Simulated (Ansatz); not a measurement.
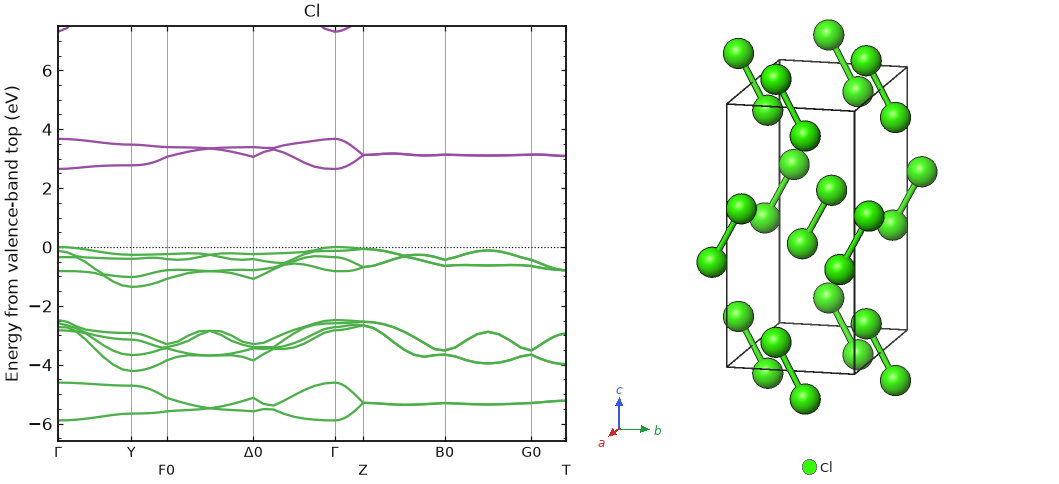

Band structure, beside the structure. Energies are counted from the top of the valence band. The path runs straight from each named point to the next.

System: Cl, space group Cmce (No. 64), 4 atoms in the cell.

Ansatz; DFT, r2SCAN, all-electron PAW with datasets made for the crystal, scalar-relativistic, no spin polarisation, 7×7×3 k mesh, Fermi-Dirac smearing of 0.03 eV.

What does the band structure say about the gap?

The material is gapped. The gap along this path is 2.65 eV and direct: both edges lie at Γ.

How many bands meet at the valence-band top?

The top valence level at Γ is a single band, not degenerate (spin aside). The next level lies only 0.13 eV lower.

What are the direct gaps at T, Z and Δ0?

The direct gaps are 3.88 eV at T, 3.19 eV at Z and 3.30 eV at Δ0.

How much do the top valence band and the lowest conduction band disperse along the path?

The top valence band spans 0.8 eV and the lowest conduction band 0.7 eV.
